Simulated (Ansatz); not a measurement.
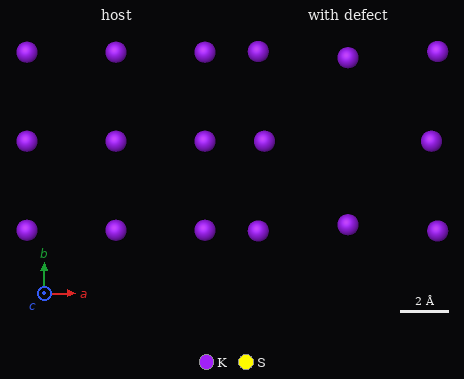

Left: perfect K2S. Right: the same region with one point defect, after relaxing the atoms in a supercell of 48 sites. The picture is a ball-and-stick view of the atoms within 6.0 Å of one point, in a slice 3.4 Å thick across the line of sight, seen along the c axis.

All numbers below come from DFT PBE, scalar-relativistic, plane waves, PAW (Ansatz). Settings: plane-wave cutoff 420 eV; k-point mesh 2 × 2 × 2; occupations gaussian; smearing width 0.01 eV; mesh shifted by (0.5, 0.5, 0.5); collinear spin. The cell is small and the k-mesh coarse, so the numbers are rough. The axes drawn are those of the host's conventional cell.

> What kind of defect was made?

A potassium atom is taken out (a vacancy).

The charge state of the cell is 0.

> What does the relaxation do around it?

Around the empty K site the host had 4 S at 3.23 Å, 6 K at 3.73 Å; after relaxation the nearest atoms are 4 S at 3.46 Å, 6 K at 3.50 Å. Of the host's atoms, a potassium atom moves furthest from its site, by 0.23 Å. Relaxing the atoms from the host's sites lowers the energy by 0.36 eV. At a tolerance of 0.02 Å the relaxed supercell has space group I-43m.
